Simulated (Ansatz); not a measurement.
Consider RbBr.

Space group Fm-3m.

```
Rb Br
1.0
     6.85400    0.00000    0.00000
     0.00000    6.85400    0.00000
     0.00000    0.00000    6.85400
Rb Br
4 4
Direct
  0.00000 0.00000 0.00000
  0.50000 0.50000 0.00000
  0.50000 0.00000 0.50000
  0.00000 0.50000 0.50000
  0.50000 0.00000 0.00000
  0.00000 0.50000 0.00000
  0.00000 0.00000 0.50000
  0.50000 0.50000 0.50000
```

The calculation used Ansatz 0.2.0, DFT LDA, scalar-relativistic, plane waves, PAW.

### How does the converged density differ from a superposition of free atoms?

Br–Rb (3.43 Å): Δρ is +0.008 e/Å³ at the midpoint, so little or no bond charge builds up halfway. Over the whole cell, outside the masked cores, the largest gain, 0.03 e/Å³, lies 1.1 Å from a bromine nucleus, and the largest loss, 0.010 e/Å³, lies 1.8 Å from a rubidium nucleus. The rearranged charge, half the integral of |Δρ|, is about 0.17 e an atom. Bader charges: Rb +0.80 and Br −0.80 e.

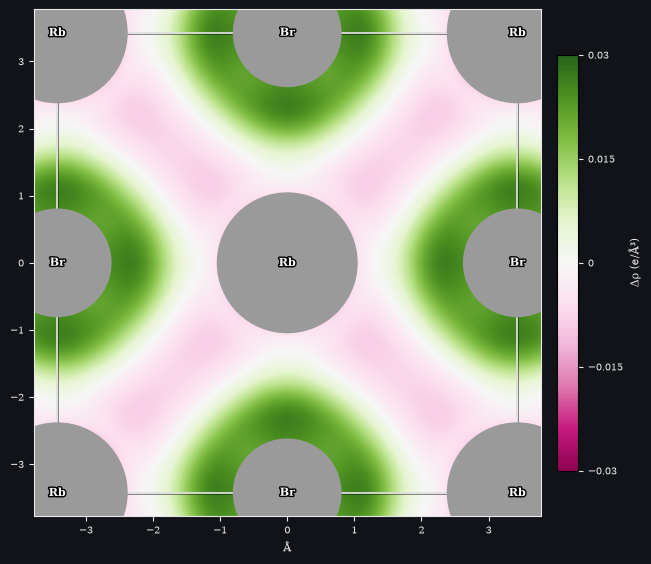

Computed deformation density: a map on the (001) plane of the conventional cell, with grey discs over the atomic cores.

Cores are masked to 1.0 Å (Rb) and 0.8 Å (Br).

In a PAW calculation such maps are meaningful between the atoms, not at the nuclei.
